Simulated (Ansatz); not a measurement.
Bi: geometry relaxation (part 2 of 2)

Continued. System: Bi (2 atoms in the cell). Method: DFT, PBE, PAW with Ansatz's default frozen-core files, scalar-relativistic, no spin polarisation (Ansatz 0.2.0); cutoff 420 eV, 13×13×13 k-mesh, Fermi–Dirac smearing of 0.08 eV. The structure was built on a prototype by a generator; it need not be a known phase. Its volume is 0.93 times that of the source entry. It belongs to a series of runs on one base structure; here: beta_tin relaxed under pressure, PAW files.

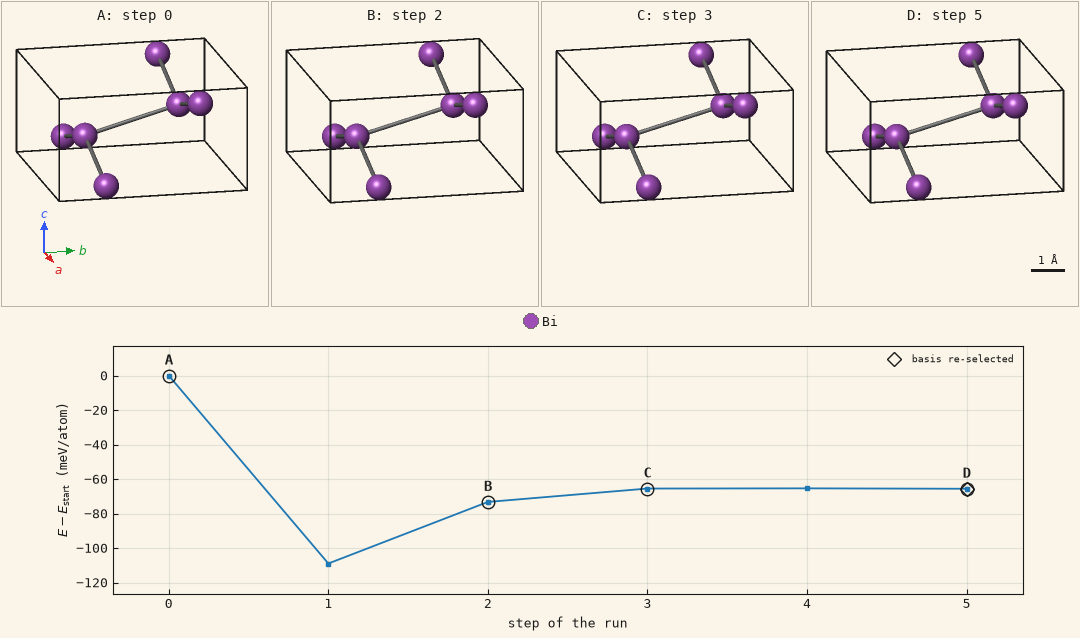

Figure 1. Frames of the relaxation (ball-and-stick view of the cell 2 times as large as that of the calculation, set on its symmetry axes, seen slightly off an axis) above the curves, on which the letters mark them (the first geometry is step 0 here and step 1 in the log).

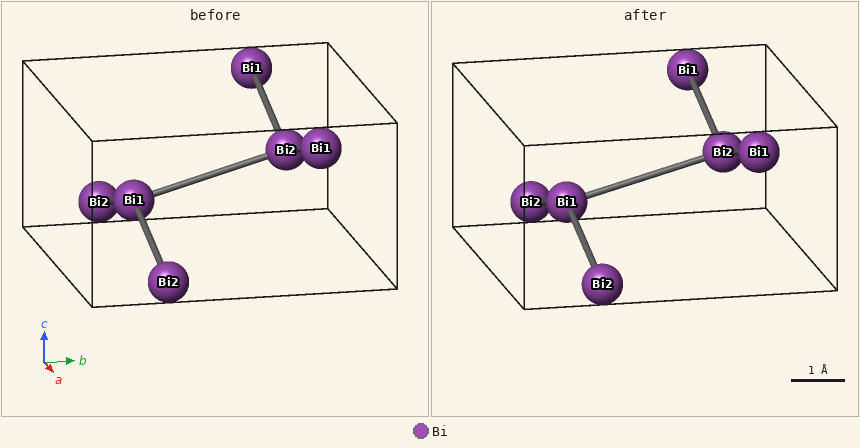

Figure 2. Before (left) and after (right) the relaxation, at one scale (ball-and-stick view of the cell 2 times as large as that of the calculation, set on its symmetry axes, seen slightly off an axis). The atoms keep their places relative to the cell (all moves are under 0.005 Å). Cell: a = b 5.992 → 6.152 Å (+2.7 %), c 3.295 → 3.249 Å (−1.4 %). Volume +4.0 %. Among the contacts that change: Bi1–Bi2 3.107 → 3.181 Å, Bi1–Bi1 3.295 → 3.249 Å. The space group stays I4_1/amd (No. 141). After 4 geometry steps the energy has fallen by 65.4 meV per atom. All forces vanish by symmetry, so only the cell relaxes. Pressure: 9.58 GPa at the start and 6.30 GPa at the end. A last SCF at the same geometry on a re-selected plane-wave basis shifts the energy by −0.2 meV per atom. (Atoms are counted from 1 in the order of the input.)

```
basis re-selected at this cell: Δ(F+E_penalty+E_count) = -4.698e-4 eV, ΔP = -0.005 GPa vs the last step (what re-selecting the basis moved, of the pressure what is left beyond the Pulay correction that the steps carried, after the strain that the cell walked since its last selection, with what the two solves' SCF thresholds leave and, on support functions, any second-order correction that the steps lacked; it is no measure of the basis error at this ecutwfc). This SCF's stress stands 5.26e-3 GPa from its target on what of the cell is left free (relax.cell.stress_tol is 3.00e-2 GPa) and its largest allowed force component is 6.94e-18 eV/Å (relax.f_tol is 5.00e-3 eV/Å): within both
SCF converged after 5 iterations
Free energy (F): -24792.904634 eV
Harris-Foulkes:  -24792.904634 eV  (|F-HF|=1.82e-11)
Internal energy: -24792.882670 eV  (E = F + TS)
E sigma→0 (E₀):  -24792.893652 eV
Entropy (-TS):   -0.021964 eV (-10.982 meV/atom)
Fermi energy:    11.930765 eV
--- Per-component energies (eV) ---
  E_band       = -159.478196
  E_kinetic    = 606.987133
  E_local      = -2843.679635  (includes V_loc(G=0)·N_el)
  E_nonlocal   = 1119.384455
  E_hartree    = 909.823602
  E_xc         = -303.931849
  E_vxc        = -290.329774  (∫ρ·V_xc dr)
  E_paw        = -21325.959684  (= ΣΔE_a)
  E_vpaw       = -571.486572  (= ΣTr[D̂ρ^β])
  E_aug_tail   = -0.000867  (compensation charges beyond the density's cutoff)
  E_ewald      = -2955.505826
  E_smearing   = -0.021964  (= −TS)
  E_closure    = 0.000000  (closes the sum)
  Σ components = -24792.904634   (vs F -24792.904634, Δ=0.00e0)
--- Forces (eV/Å), atoms counted from 1 ---
  atom   1  Bi     0.00000000    -0.00000000     0.00000000
  atom   2  Bi     0.00000000    -0.00000000     0.00000000
  max |Σ_I F_I| component: 4.16e-17 eV/Å
--- Stress (GPa, compression-positive) ---
        6.297044       0.000000       0.000000
        0.000000       6.297044      -0.000000
        0.000000       0.000000       6.294737
  P = ⅓ Tr σ = 6.2963 GPa (62.963 kbar)
--- Band table (eV; the first three rows and the last of 196) ---
  k-point 0: bands = ["-11.2388", "-11.1898", "-11.1330", "-11.1073", "-10.9502", "-10.9502", "-10.9410", "-10.9410", "-10.8747", "-10.7607", "-1.8935", "2.8573", "8.5702", "8.5702", "14.4645", "15.6088", "15.6088", "16.7066", "16.7537"]
  k-point 1: bands = ["-11.2338", "-11.1901", "-11.1353", "-11.1036", "-10.9524", "-10.9483", "-10.9401", "-10.9394", "-10.8774", "-10.7656", "-1.8495", "2.7284", "8.6291", "8.6494", "14.6505", "15.2547", "15.2874", "16.7101", "16.7348"]
  k-point 2: bands = ["-11.2191", "-11.1909", "-11.1418", "-11.0930", "-10.9594", "-10.9432", "-10.9381", "-10.9349", "-10.8851", "-10.7796", "-1.7178", "2.3764", "8.8050", "8.8680", "14.4828", "14.5787", "15.1924", "16.5961", "16.6943"]
  k-point 195: bands = ["-11.1962", "-11.1953", "-10.9954", "-10.9840", "-10.9781", "-10.9747", "-10.9480", "-10.9407", "-10.9375", "-10.9350", "0.4164", "0.4999", "6.3544", "6.4469", "15.5838", "15.5864", "17.6938", "17.9485", "22.0290"]
--- Relaxed structure (5 steps of the walk, 5 accepted, 1 SCFs on fresh bases) ---
  F+E_penalty+E_count = -24792.90463449 eV   max|allowed force component| = 6.939e-18 eV/Å   (the final SCF, on the basis selected at the relaxed cell)
  cell:  # Å, volume = 61.4885 Å³
    - [-3.075926697269658, 3.075926697269658, 1.624732543776613]
    - [3.075926697269658, -3.075926697269658, 1.624732543776613]
    - [3.075926697269658, 3.075926697269658, -1.624732543776613]
  atoms:
    - { symbol: Bi, position: [-0.375, -0.12500000000000003, -0.25] }
    - { symbol: Bi, position: [0.375, 0.12500000000000003, 0.25] }
```

## Trajectory as extended XYZ (Å, eV, eV/Å), 6 frames, from step=1 to step=6
```
2
Lattice="-2.9958 2.9958 1.6477 2.9958 -2.9958 1.6477 2.9958 2.9958 -1.6477" Properties=species:S:1:pos:R:3:forces:R:3 step=1 energy=-24792.77336 pressure_GPa=9.58
Bi    0.0000   -1.4979   -0.4119    0.0000   0.0000   0.0000
Bi    0.0000    1.4979    0.4119    0.0000   0.0000   0.0000
2
Lattice="-3.1251 3.1251 1.6531 3.1251 -3.1251 1.6531 3.1251 3.1251 -1.6531" Properties=species:S:1:pos:R:3:forces:R:3 step=2 energy=-24792.99133 pressure_GPa=2.96
Bi    0.0000   -1.5625   -0.4133    0.0000   0.0000   0.0000
Bi    0.0000    1.5625    0.4133    0.0000   0.0000   0.0000
2
Lattice="-3.0749 3.0749 1.6374 3.0749 -3.0749 1.6374 3.0749 3.0749 -1.6374" Properties=species:S:1:pos:R:3:forces:R:3 step=3 energy=-24792.91991 pressure_GPa=5.77
Bi    0.0000   -1.5375   -0.4093    0.0000   0.0000   0.0000
Bi    0.0000    1.5375    0.4093    0.0000   0.0000   0.0000
2
Lattice="-3.0751 3.0751 1.6257 3.0751 -3.0751 1.6257 3.0751 3.0751 -1.6257" Properties=species:S:1:pos:R:3:forces:R:3 step=4 energy=-24792.90439 pressure_GPa=6.29
Bi    0.0000   -1.5376   -0.4064    0.0000   0.0000   0.0000
Bi    0.0000    1.5376    0.4064    0.0000   0.0000   0.0000
2
Lattice="-3.0759 3.0759 1.6247 3.0759 -3.0759 1.6247 3.0759 3.0759 -1.6247" Properties=species:S:1:pos:R:3:forces:R:3 step=5 energy=-24792.90416 pressure_GPa=6.30
Bi    0.0000   -1.5380   -0.4062    0.0000   0.0000   0.0000
Bi    0.0000    1.5380    0.4062    0.0000   0.0000   0.0000
2
Lattice="-3.0759 3.0759 1.6247 3.0759 -3.0759 1.6247 3.0759 3.0759 -1.6247" Properties=species:S:1:pos:R:3:forces:R:3 step=6 energy=-24792.90463 pressure_GPa=6.30
Bi    0.0000   -1.5380   -0.4062    0.0000   0.0000   0.0000
Bi    0.0000    1.5380    0.4062    0.0000   0.0000   0.0000
```

The run was set up as follows.

## Input
```yaml
crystal:
  lattice:
    - [-2.9957601105, 2.9957601105, 1.6476680608]
    - [2.9957601105, -2.9957601105, 1.6476680608]
    - [2.9957601105, 2.9957601105, -1.6476680608]
  atoms:
    - { symbol: Bi, position: [-0.375, -0.125, -0.25] }
    - { symbol: Bi, position: [0.375, 0.125, 0.25] }
kpoints:
  mp_grid: { grid: [13, 13, 13] }
scf:
  occupations: { method: fermi_dirac, width: 0.08 }
hamiltonian:
  xc: pbe
  pseudopotentials: { kind: paw }
output:
  forces: true
  stress: true
  eigenvalues: true
relax:
  f_tol: 0.005
  max_steps: 40
  cell: { p_target: 6.3, stress_tol: 0.03 }
```

Launched with:
```bash
ansatz run input.yaml --threads 1 --pin off --max-ram 3584MiB --backend cpu --events-out ev --progress --plain --runs-dir out
```

## Summary

- outcome: converged
- space group (tolerance 0.01 Å): I4₁/amd (141)
- electrons treated: 30
- free energy: −24792.9046 eV
- Fermi energy: 11.931 eV
- pressure: 6.30 GPa
- final volume: 61.49 Å³
- largest force (length of the vector) at the end: under 0.001 eV/Å
- final cell: a = 4.644 Å, b = 4.644 Å, c = 4.644 Å, α = 97.03°, β = 97.03°, γ = 139.04°
- hardware: 1 thread of Arm Neoverse V1, 24 GiB of memory available, shared host
- wall time: 68 s
- peak memory: 0.47 GiB

## Remarks

Spin–orbit coupling is left out, which matters for Bi. The cell was relaxed to the target pressure of the input; what is minimised is then the enthalpy E + pV.
